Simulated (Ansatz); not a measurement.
**Geometry relaxation of Fe2Co (part 1 of 2)**

The run: geometry relaxation of Fe2Co (3 atoms in the cell). Method and program: DFT PBE, scalar-relativistic, plane waves, PAW, spin-polarised (Ansatz 0.2.0).

The structure was made by a generator, so it may or may not be a known phase. Figures and captions count atoms from 1; the log counts them from 0 in places.

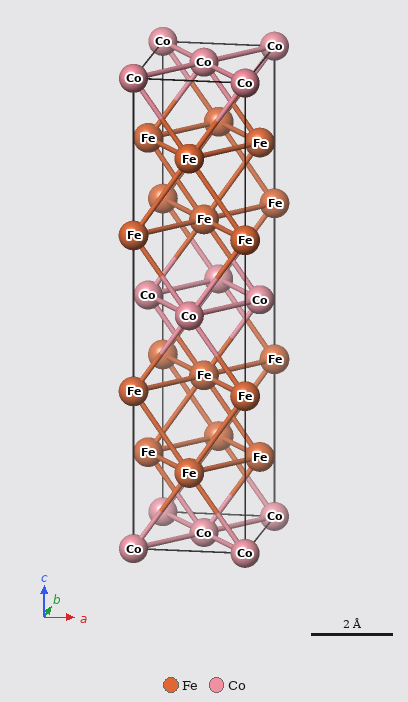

The input geometry (ball-and-stick view of the cell 4 times as large as that of the calculation, set on its symmetry axes, seen slightly off an axis). An atom can appear more than once, as a periodic image.

Input file
```yaml
crystal:
  lattice:
    - [0.0, 2.0213423322, 6.0335083874]
    - [1.4162763961, 0.0, 6.0335083874]
    - [1.4162763961, 2.0213423322, 0.0]
  atoms:
    - { symbol: Fe, position: [0.6657684373, 0.6657684373, 0.3342315627], spin: 2.82 }
    - { symbol: Fe, position: [0.3342315627, 0.3342315627, 0.6657684373], spin: 2.82 }
    - { symbol: Co, position: [0.0, 0.0, 0.0], spin: 2.07 }
basis:
  ecutwfc: 420
kpoints:
  mp_grid: { grid: [20, 20, 20] }
hamiltonian:
  xc: pbe
scf:
  occupations: { method: gaussian, width: 0.1 }
output:
  forces: true
  stress: true
  eigenvalues: true
  populations: true
  write_density: true
  write_potential: true
  elf: true
  volumetric_format: npy
magnetization:
  spin_polarized: true
relax:
  adjacent_minimum: "off"
  f_tol: 0.01
  max_steps: 80
  cell: { stress_tol: 0.05 }
```

Hardware: 4 threads of Intel Xeon @ 2.50GHz (Skylake/Cascade Lake), 189 GiB of memory available, shared host.

Command:
```bash
ansatz run input.yaml --threads 4 --pin off --max-ram 8192MiB --backend cpu --events-out ev --progress --plain --runs-dir out
```

The program's output
```
basis.fft_grid_basis auto: the FFT boxes are laid along the combinations [[1, -1, 0], [0, 1, 0], [0, 0, 1]] of the cell's own vectors, 2.468, 6.198 and 2.468 Å long. The dense box has 18×45×18 points. Along the cell's own vectors, as sized, it would have 45×45×18, 2.50 times as many. basis.fft_grid_basis: typed keeps the cell's own vectors: state it where this run's energies or levels are differenced outside the engine with another run's, or held beside a run that keeps those vectors. Those combinations have planes normal to reciprocal vector 3, as the cell's own vectors have. Each planar average written beside output.write_density, output.write_potential has a row for each plane of the box: 18. The volumetric files lie along those combinations, not along the cell's own vectors: a cube or XSF file states them, and fields.json those of NumPy files.
Engine: ansatz 0.2.0, x86_64-unknown-linux-gnu
Pseudopotentials: kind: paw
Pseudopotential: Fe, paw, valence charge 16, recommended cutoff 420 eV (normal), Fe.paw.azcp
Pseudopotential: Co, paw, valence charge 17, recommended cutoff 420 eV (normal), Co.paw.azcp
Functional definition: PBE
  parameter kappa = 0.804
  parameter beta = 0.06672455060314922
  exchange = pbe_x(kappa = kappa, mu = beta*pi^2/3)
  correlation = pbe_c(beta = beta)
Crystal: 3 atoms, lattice volume = 34.545 Å³
Basis set: ecut = 420 eV, 667 PW (Γ), FFT grids on a1−a2, a2, a3, exchange–correlation on 36×90×36 points (8 copies of the dense FFT grid, shifted against one another)
Bands: 35, of which v1, the nominal top of the filled ones, is band 25 counted from 1 (24 counted from 0)
Symmetry: 8 space group operations
Space group: Fmmm (ITA 69), of the structure as read, at distance tolerance 3.3e-5 Å
Magnetic group: BNS 69.521 (UNI 619), of the structure as read, at distance tolerance 3.3e-5 Å
k-points: 1166 of 8000
Non-local potential: Fe, projectors of the file, l = 0: 3, l = 1: 2, l = 2: 3, l = 3: 1
Non-local potential: Co, projectors of the file, l = 0: 3, l = 1: 2, l = 2: 3, l = 3: 1
PAW form: soft (Blöchl's): semilocal exchange-correlation on the pseudo side does not see the compensation charge
PAW one-centre angular grid: Fe, 590 points (default); XC on 64 Gauss nodes
PAW one-centre angular grid: Co, 590 points (default); XC on 64 Gauss nodes
Initial density: superposition of atomic densities (chi_scale 0.1, normalization cell)
Starting moments: Σ|m| = 7.71 μB on 3 of 3 sites
Initial wavefunctions: pseudopotential atomic-orbital guess
Functional: x = pbe(κ = 0.804, μ = 0.2195149727645171), c = pbe(β = 0.06672455060314922)
SCF iter   1: F=—  HF=-14086.686619 eV  |F-HF|=—  |Δ(HF+E_count)|=         —  Δρ=8.80e-2 (↑4.18e-2 ↓8.80e-2)  dr2=3.42e0  dr2_m=2.99e-1  M=7.103 μB ∫|m|=7.242 μB  β_m=0.30  ethr=3.10e-3  ⟨swp⟩=5.4  Hψ=268913  notcnv=0  defer=1018
Mixer restart at iter 1: flushing history
preconditioner: auto → Kerker (q_TF=auto, 2.892 Å⁻¹)  [metal: Δε(μ)=0.002 eV  Ē_g=9.089 eV  σ=0.100 eV  W_gap=0.01  n_scr=12 (ndim 8)  ℏωp=31.6 eV  f_vac=0.000  D(μ)=1.94/eV (n_scr^D=24)]
spin=Collinear: Kerker preconditioning applied to the charge; magnetization (m = ρ↑ − ρ↓) channel mixes plain (no charge-response kernel on spin).
SCF iter   2: F=—  HF=-14085.718424 eV  |F-HF|=—  |Δ(HF+E_count)|=   9.68e-1  Δρ=4.33e-2 (↑1.39e-2 ↓4.33e-2)  dr2=4.12e-1  dr2_m=2.09e-1  M=7.117 μB ∫|m|=7.320 μB  β_m=0.39  ethr=3.10e-3  ⟨swp⟩=2.4  Hψ=137395  notcnv=0  defer=7193
SCF iter   3: F=—  HF=-14086.441694 eV  |F-HF|=—  |Δ(HF+E_count)|=   7.23e-1  Δρ=1.66e-2 (↑1.66e-2 ↓1.54e-2)  dr2=4.68e-2  dr2_m=6.47e-2  M=7.050 μB ∫|m|=7.341 μB  β_m=0.59  ethr=8.42e-4  ⟨swp⟩=2.0  Hψ=103372  notcnv=0  defer=7195
SCF iter   4: F=—  HF=-14087.085059 eV  |F-HF|=—  |Δ(HF+E_count)|=         —  Δρ=1.47e-2 (↑9.54e-3 ↓1.47e-2)  dr2=9.78e-2  dr2_m=9.25e-3  M=6.918 μB ∫|m|=7.291 μB  β_m=0.59  ethr=9.55e-5  ⟨swp⟩=2.2  Hψ=146453  notcnv=0  defer=7204
Mixer restart at iter 4: flushing history
SCF iter   5: F=—  HF=-14087.169193 eV  |F-HF|=—  |Δ(HF+E_count)|=   8.41e-2  Δρ=5.97e-3 (↑5.97e-3 ↓3.19e-3)  dr2=1.44e-2  dr2_m=2.31e-3  M=6.898 μB ∫|m|=7.292 μB  β_m=0.60  ethr=9.55e-5  ⟨swp⟩=2.0  Hψ=167646  notcnv=0  defer=7227
SCF iter   6: F=—  HF=-14087.176643 eV  |F-HF|=—  |Δ(HF+E_count)|=   7.45e-3  Δρ=7.16e-3 (↑2.96e-3 ↓7.16e-3)  dr2=2.34e-2  dr2_m=2.22e-3  M=6.873 μB ∫|m|=7.275 μB  β_m=0.67  ethr=2.95e-5  ⟨swp⟩=2.0  Hψ=162216  notcnv=0  defer=7242
SCF iter   7: F=—  HF=-14087.179693 eV  |F-HF|=—  |Δ(HF+E_count)|=   3.05e-3  Δρ=9.98e-4 (↑9.63e-4 ↓9.98e-4)  dr2=4.95e-4  dr2_m=1.79e-5  M=6.858 μB ∫|m|=7.275 μB  β_m=0.72  ethr=2.95e-5  ⟨swp⟩=2.0  Hψ=155244  notcnv=0  defer=7222
SCF iter   8: F=—  HF=-14087.180787 eV  |F-HF|=—  |Δ(HF+E_count)|=   1.09e-3  Δρ=1.19e-3 (↑1.14e-3 ↓1.19e-3)  dr2=6.29e-4  dr2_m=7.37e-5  M=6.859 μB ∫|m|=7.274 μB  β_m=0.72  ethr=1.01e-6  ⟨swp⟩=2.0  Hψ=144318  notcnv=0  defer=7222
SCF iter   9: F=—  HF=-14087.180805 eV  |F-HF|=—  |Δ(HF+E_count)|=   1.81e-5  Δρ=4.08e-4 (↑4.08e-4 ↓3.39e-4)  dr2=1.85e-4  dr2_m=5.72e-6  M=6.864 μB ∫|m|=7.279 μB  β_m=0.81  ethr=1.01e-6  ⟨swp⟩=2.0  Hψ=138977  notcnv=0  defer=7222
SCF iter  10: F=—  HF=-14087.180857 eV  |F-HF|=—  |Δ(HF+E_count)|=   5.14e-5  Δρ=2.30e-4 (↑1.31e-4 ↓2.30e-4)  dr2=4.26e-5  dr2_m=1.06e-6  M=6.862 μB ∫|m|=7.278 μB  β_m=0.79  ethr=3.77e-7  ⟨swp⟩=2.0  Hψ=106064  notcnv=0  defer=7222
SCF iter  11: F=—  HF=-14087.180852 eV  |F-HF|=—  |Δ(HF+E_count)|=   4.95e-6  Δρ=9.64e-5 (↑7.15e-5 ↓9.64e-5)  dr2=5.26e-6  dr2_m=5.97e-7  M=6.861 μB ∫|m|=7.277 μB  β_m=0.90  ethr=8.69e-8  ⟨swp⟩=1.7  Hψ=93415  notcnv=0  defer=7222
SCF iter  12: F=—  HF=-14087.180853 eV  |F-HF|=—  |Δ(HF+E_count)|=   1.01e-6  Δρ=1.16e-5 (↑9.61e-6 ↓1.16e-5)  dr2=8.98e-8  dr2_m=5.01e-9  M=6.861 μB ∫|m|=7.277 μB  β_m=0.92  ethr=1.07e-8  ⟨swp⟩=2.0  Hψ=100076  notcnv=0  defer=7222
SCF iter  13: F=-14087.180853 eV  HF=-14087.180853 eV  |F-HF|=5.59e-8  |Δ(HF+E_count)|=   2.38e-8  Δρ=1.01e-5 (↑3.27e-6 ↓1.01e-5)  dr2=6.26e-8  dr2_m=4.54e-9  M=6.861 μB ∫|m|=7.277 μB  ethr=1.83e-10  ⟨swp⟩=9.8  Hψ=495150  notcnv=0
SCF 1 converged in 13 iterations: F = -14087.180853 eV  dr2 = 6.26e-8
  greatest PAW one-centre occupation: 1.002 electrons in one spin orbital (limit 2), on the Fe atom at site 1 (counted from 0), in its partial waves of l = 1
relax step   1: F+E_penalty+E_count = -14087.18085262 eV  Δ(F+E_penalty+E_count) = +0.000e0 eV  max|allowed force component| = 4.584e-3 eV/Å  Δτ_max = 0.0000 Å  P = +0.193 GPa  Ω = 34.545 Å³  (13 SCF iters, dr2 threshold 1.00e-7 eV, accepted)
Crystal: 3 atoms, lattice volume = 34.566 Å³
Initial density: handed on by an earlier stage of this run
Starting moments: Σ|m| = 7.71 μB on 3 of 3 sites; this step starts from the density that it was given
Initial wavefunctions: those handed on with the density
iter 1 solved again at ethr=2.21e-8 eV; its pass at ethr=3.10e-3 eV (dr2=1.08e-5 eV) is discarded
SCF iter   1: F=—  HF=-14087.180896 eV  |F-HF|=—  |Δ(HF+E_count)|=         —  Δρ=2.00e-4 (↑2.00e-4 ↓1.25e-4)  dr2=1.19e-5  dr2_m=4.64e-6  M=6.863 μB ∫|m|=7.280 μB  β_m=0.65  ethr=2.21e-8  ⟨swp⟩=2.2  Hψ=341218  notcnv=0
preconditioner: auto → none  [metal: Δε(μ)=0.001 eV  Ē_g=9.355 eV  σ=0.100 eV  W_gap=0.00  n_scr=2 (ndim 8)  ℏωp=31.6 eV  f_vac=0.000  D(μ)=1.80/eV (n_scr^D=12)]
SCF iter   2: F=—  HF=-14087.180896 eV  |F-HF|=—  |Δ(HF+E_count)|=   7.97e-8  Δρ=1.55e-4 (↑1.55e-4 ↓1.21e-4)  dr2=1.40e-5  dr2_m=3.69e-7  M=6.862 μB ∫|m|=7.279 μB  β_m=0.34  ethr=2.21e-8  ⟨swp⟩=2.0  Hψ=139262  notcnv=0
SCF iter   3: F=—  HF=-14087.180893 eV  |F-HF|=—  |Δ(HF+E_count)|=   3.22e-6  Δρ=5.80e-5 (↑3.60e-5 ↓5.80e-5)  dr2=2.21e-7  dr2_m=5.96e-7  M=6.863 μB ∫|m|=7.279 μB  β_m=0.57  ethr=2.21e-8  ⟨swp⟩=2.5  Hψ=127051  notcnv=0
SCF iter   4: F=—  HF=-14087.180895 eV  |F-HF|=—  |Δ(HF+E_count)|=   2.12e-6  Δρ=2.53e-5 (↑2.53e-5 ↓2.14e-5)  dr2=1.45e-6  dr2_m=2.54e-8  M=6.863 μB ∫|m|=7.280 μB  β_m=0.57  ethr=4.52e-10  ⟨swp⟩=2.0  Hψ=139412  notcnv=0
SCF iter   5: F=—  HF=-14087.180895 eV  |F-HF|=—  |Δ(HF+E_count)|=   2.83e-8  Δρ=1.91e-5 (↑5.56e-6 ↓1.91e-5)  dr2=1.72e-7  dr2_m=2.51e-8  M=6.863 μB ∫|m|=7.280 μB  β_m=0.63  ethr=4.52e-10  ⟨swp⟩=2.0  Hψ=139191  notcnv=0
SCF iter   6: F=—  HF=-14087.180895 eV  |F-HF|=—  |Δ(HF+E_count)|=   2.54e-7  Δρ=9.23e-6 (↑2.13e-6 ↓9.23e-6)  dr2=2.96e-8  dr2_m=7.27e-9  M=6.863 μB ∫|m|=7.280 μB  β_m=0.67  ethr=3.52e-10  ⟨swp⟩=2.0  Hψ=106211  notcnv=0
SCF iter   7: F=-14087.180895 eV  HF=-14087.180895 eV  |F-HF|=1.42e-7  |Δ(HF+E_count)|=   8.07e-8  Δρ=1.79e-5 (↑2.70e-6 ↓1.79e-5)  dr2=1.58e-7  dr2_m=1.92e-8  M=6.863 μB ∫|m|=7.280 μB  ethr=6.03e-11  ⟨swp⟩=5.0  Hψ=424768  notcnv=0
SCF 2 converged in 7 iterations: F = -14087.180895 eV  dr2 = 1.58e-7
relax step   2: F+E_penalty+E_count = -14087.18089509 eV  Δ(F+E_penalty+E_count) = -4.247e-5 eV  max|allowed force component| = 1.748e-3 eV/Å  Δτ_max = 0.0001 Å  P = +0.079 GPa  Ω = 34.566 Å³  energy of the carried Pulay correction = -1.682e-5 eV  (7 SCF iters, dr2 threshold 3.00e-7 eV, accepted)
Crystal: 3 atoms, lattice volume = 34.580 Å³
iter 1 solved again at ethr=1.13e-8 eV; its pass at ethr=3.10e-3 eV (dr2=5.52e-6 eV) is discarded
SCF iter   1: F=—  HF=-14087.180903 eV  |F-HF|=—  |Δ(HF+E_count)|=         —  Δρ=1.43e-4 (↑1.43e-4 ↓1.23e-4)  dr2=6.14e-6  dr2_m=3.30e-6  M=6.865 μB ∫|m|=7.282 μB  β_m=0.65  ethr=1.13e-8  ⟨swp⟩=3.2  Hψ=386190  notcnv=0
preconditioner: auto → none  [metal: Δε(μ)=0.002 eV  Ē_g=9.351 eV  σ=0.100 eV  W_gap=0.01  n_scr=2 (ndim 8)  ℏωp=31.6 eV  f_vac=0.000  D(μ)=1.80/eV (n_scr^D=12)]
SCF iter   2: F=—  HF=-14087.180904 eV  |F-HF|=—  |Δ(HF+E_count)|=   7.29e-7  Δρ=1.02e-4 (↑1.02e-4 ↓9.06e-5)  dr2=6.47e-6  dr2_m=3.20e-7  M=6.864 μB ∫|m|=7.281 μB  β_m=0.37  ethr=1.13e-8  ⟨swp⟩=2.0  Hψ=139076  notcnv=0
SCF iter   3: F=—  HF=-14087.180902 eV  |F-HF|=—  |Δ(HF+E_count)|=   1.32e-6  Δρ=5.07e-5 (↑3.04e-5 ↓5.07e-5)  dr2=1.75e-7  dr2_m=4.42e-7  M=6.865 μB ∫|m|=7.281 μB  β_m=0.53  ethr=1.13e-8  ⟨swp⟩=2.5  Hψ=126340  notcnv=0
SCF iter   4: F=—  HF=-14087.180903 eV  |F-HF|=—  |Δ(HF+E_count)|=   1.06e-6  Δρ=1.45e-5 (↑1.21e-5 ↓1.45e-5)  dr2=2.98e-7  dr2_m=2.92e-8  M=6.865 μB ∫|m|=7.282 μB  β_m=0.48  ethr=3.58e-10  ⟨swp⟩=2.0  Hψ=139096  notcnv=0
SCF iter   5: F=—  HF=-14087.180904 eV  |F-HF|=—  |Δ(HF+E_count)|=   8.68e-8  Δρ=1.64e-5 (↑3.52e-6 ↓1.64e-5)  dr2=1.09e-7  dr2_m=2.24e-8  M=6.865 μB ∫|m|=7.282 μB  β_m=0.54  ethr=3.58e-10  ⟨swp⟩=2.0  Hψ=105747  notcnv=0
SCF iter   6: F=—  HF=-14087.180904 eV  |F-HF|=—  |Δ(HF+E_count)|=   1.48e-7  Δρ=5.54e-6 (↑5.54e-6 ↓5.52e-6)  dr2=1.76e-8  dr2_m=6.60e-9  M=6.865 μB ∫|m|=7.282 μB  β_m=0.53  ethr=2.22e-10  ⟨swp⟩=2.0  Hψ=111059  notcnv=0
SCF iter   7: F=—  HF=-14087.180904 eV  |F-HF|=—  |Δ(HF+E_count)|=   3.91e-8  Δρ=1.70e-5 (↑2.51e-6 ↓1.70e-5)  dr2=1.32e-7  dr2_m=1.77e-8  M=6.865 μB ∫|m|=7.282 μB  β_m=0.58  ethr=3.60e-11  ⟨swp⟩=2.4  Hψ=124471  notcnv=0
SCF iter   8: F=-14087.180904 eV  HF=-14087.180904 eV  |F-HF|=1.13e-8  |Δ(HF+E_count)|=   5.67e-9  Δρ=5.12e-6 (↑4.78e-7 ↓5.12e-6)  dr2=1.25e-8  dr2_m=1.83e-9  M=6.865 μB ∫|m|=7.282 μB  ethr=3.60e-11  ⟨swp⟩=5.0  Hψ=395969  notcnv=0
SCF 3 converged in 8 iterations: F = -14087.180904 eV  dr2 = 1.25e-8
relax step   3: F+E_penalty+E_count = -14087.18090375 eV  Δ(F+E_penalty+E_count) = -8.669e-6 eV  max|allowed force component| = 7.180e-4 eV/Å  Δτ_max = 0.0001 Å  P = +0.005 GPa  Ω = 34.580 Å³  energy of the carried Pulay correction = -2.802e-5 eV  (8 SCF iters, dr2 threshold 8.45e-8 eV, accepted)
Initial wavefunctions: pseudopotential atomic-orbital guess (no wavefunctions were taken with the density)
iter 1 solved again at ethr=1.05e-8 eV; its pass at ethr=3.10e-3 eV (dr2=5.14e-6 eV) is discarded
SCF iter   1: F=—  HF=-14087.180461 eV  |F-HF|=—  |Δ(HF+E_count)|=         —  Δρ=4.43e-4 (↑4.43e-4 ↓2.82e-4)  dr2=3.68e-6  dr2_m=2.69e-6  M=6.865 μB ∫|m|=7.282 μB  β_m=0.65  ethr=1.05e-8  ⟨swp⟩=3.7  Hψ=522190  notcnv=0
SCF iter   2: F=—  HF=-14087.180869 eV  |F-HF|=—  |Δ(HF+E_count)|=   4.08e-4  Δρ=1.55e-4 (↑1.55e-4 ↓9.86e-5)  dr2=4.71e-7  dr2_m=3.30e-7  M=6.865 μB ∫|m|=7.282 μB  β_m=0.65  ethr=7.50e-9  ⟨swp⟩=1.0  Hψ=81620  notcnv=0
SCF iter   3: F=—  HF=-14087.180926 eV  |F-HF|=—  |Δ(HF+E_count)|=   5.67e-5  Δρ=1.14e-5 (↑1.14e-5 ↓6.47e-6)  dr2=1.85e-7  dr2_m=3.01e-9  M=6.865 μB ∫|m|=7.282 μB  β_m=0.46  ethr=9.62e-10  ⟨swp⟩=2.2  Hψ=104741  notcnv=0
SCF iter   4: F=—  HF=-14087.180926 eV  |F-HF|=—  |Δ(HF+E_count)|=   2.26e-8  Δρ=2.31e-6 (↑1.19e-6 ↓2.31e-6)  dr2=2.35e-9  dr2_m=5.91e-10  M=6.865 μB ∫|m|=7.282 μB  β_m=0.47  ethr=3.77e-10  ⟨swp⟩=2.0  Hψ=97729  notcnv=0
SCF iter   5: F=—  HF=-14087.180926 eV  |F-HF|=—  |Δ(HF+E_count)|=   3.99e-7  Δρ=1.42e-6 (↑1.42e-6 ↓1.05e-6)  dr2=1.98e-10  dr2_m=3.65e-10  M=6.865 μB ∫|m|=7.282 μB  β_m=0.54  ethr=4.80e-12  ⟨swp⟩=2.0  Hψ=111359  notcnv=0
SCF iter   6: F=—  HF=-14087.180926 eV  |F-HF|=—  |Δ(HF+E_count)|=  3.42e-10  Δρ=4.35e-7 (↑3.31e-7 ↓4.35e-7)  dr2=1.29e-11  dr2_m=4.15e-11  M=6.865 μB ∫|m|=7.282 μB  β_m=0.59  ethr=1.00e-12  ⟨swp⟩=1.5  Hψ=92194  notcnv=0
SCF iter   7: F=—  HF=-14087.180926 eV  |F-HF|=—  |Δ(HF+E_count)|=  4.18e-11  Δρ=2.01e-7 (↑2.01e-7 ↓1.38e-7)  dr2=1.01e-11  dr2_m=5.91e-12  M=6.865 μB ∫|m|=7.282 μB  β_m=0.65  ethr=1.00e-12  ⟨swp⟩=1.0  Hψ=81714  notcnv=0
SCF iter   8: F=—  HF=-14087.180926 eV  |F-HF|=—  |Δ(HF+E_count)|=  3.64e-12  Δρ=1.26e-7 (↑4.95e-8 ↓1.26e-7)  dr2=5.70e-12  dr2_m=8.73e-13  M=6.865 μB ∫|m|=7.282 μB  β_m=0.67  ethr=1.00e-12  ⟨swp⟩=1.0  Hψ=81620  notcnv=0
SCF iter   9: F=—  HF=-14087.180926 eV  |F-HF|=—  |Δ(HF+E_count)|=  1.82e-12  Δρ=6.36e-8 (↑2.09e-8 ↓6.36e-8)  dr2=1.26e-12  dr2_m=2.02e-13  M=6.865 μB ∫|m|=7.282 μB  β_m=0.78  ethr=1.00e-12  ⟨swp⟩=1.0  Hψ=81620  notcnv=0
SCF iter  10: F=-14087.180926 eV  HF=-14087.180926 eV  |F-HF|=1.09e-11  |Δ(HF+E_count)|=  3.64e-12  Δρ=1.49e-7 (↑2.55e-8 ↓1.49e-7)  dr2=1.18e-11  dr2_m=1.26e-12  M=6.865 μB ∫|m|=7.282 μB  ethr=1.00e-12  ⟨swp⟩=3.0  Hψ=280465  notcnv=0
SCF 4 converged in 10 iterations: F = -14087.180926 eV  dr2 = 1.18e-11
relax step   4: F+E_penalty+E_count = -14087.18092634 eV  Δ(F+E_penalty+E_count) = -2.258e-5 eV  max|allowed force component| = 7.592e-4 eV/Å  Δτ_max = 0.0000 Å  P = +0.006 GPa  Ω = 34.580 Å³  stress off target by 9.05e-3 GPa  SCF on the basis re-selected at this cell (its energy is not comparable with the rows above)  (10 SCF iters)
```
